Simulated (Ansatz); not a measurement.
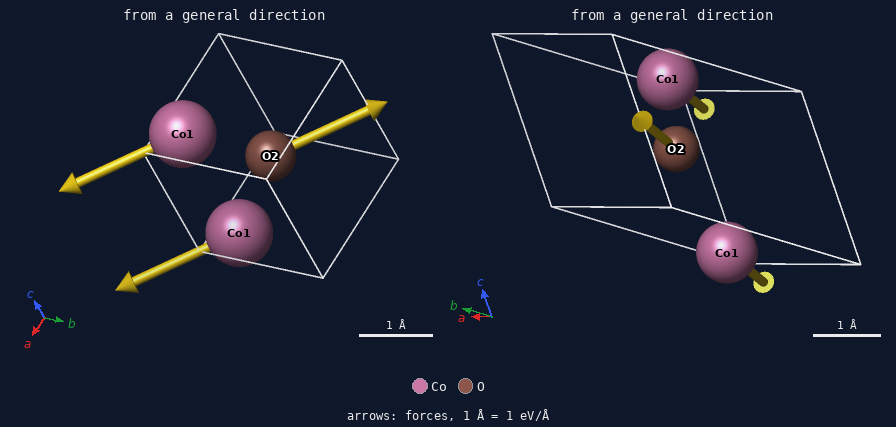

The crystal in a spheres-only representation, seen from two general directions. The simulation cell is drawn as a box. The arrows are the computed forces on the atoms.

System: CoO. Method used: DFT PBE, scalar-relativistic, plane waves, PAW (Ansatz). It ran with plane waves up to 420 eV, k-points on an 18×18×18 grid, Gaussian smearing of 0.15 eV, collinear spins.

Question: Judging by the arrows, is the geometry relaxed?

Answer: No. The atoms still feel forces of up to about 1.4 eV/Å, far above a usual threshold of 0.01 to 0.03 eV/Å.

Question: On which atom is the force largest?

Answer: Co1 and O2, about 1.4 eV/Å.

It goes back to a structure listed in the Materials Project. The cell was then strained or its atoms displaced on purpose. It was run through Ansatz as a DFT input.
